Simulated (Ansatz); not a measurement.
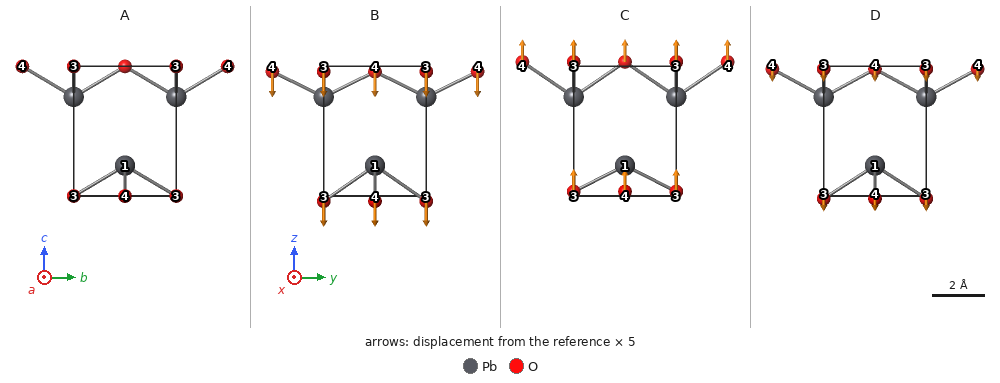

Crystalline PbO (P4/nmm): the whole O sublattice is shifted rigidly, along Cartesian [0 0 1], all else fixed. Style: ball-and-stick. Shown: the cell of the calculation, along the a axis. Orange arrows: displacements from the reference.

The calculation used Ansatz, DFT PBEsol, scalar-relativistic, plane waves, PAW. Settings: plane-wave cutoff 420 eV; k-point mesh 8 × 8 × 6; occupations gaussian; smearing width 0.05 eV; no spin polarisation. Energies (free energies at the smearing named) are counted from the cell as listed in its source, which wasn't relaxed.

### Rank the frames from lowest to highest energy.

Lowest first: A (the displacement 0.00 Å, 0 meV/cell), D (the displacement −0.10 Å, 83 meV/cell), C (the displacement 0.175 Å, 252 meV/cell), B (the displacement −0.20 Å, 327 meV/cell). Over the whole scan: of the computed points the lowest is at the displacement 0.00 Å, 0 meV/cell. The curvature at zero is about 17 eV/Å² per cell. The well is symmetric. At the highest point the shortest interatomic distance is 2.22 Å, against 2.31 Å in the reference. The distortion takes the space group from P4/nmm to P4mm.

Limits of the set-up: layers or molecules are held without a dispersion correction, so their spacing is unreliable.
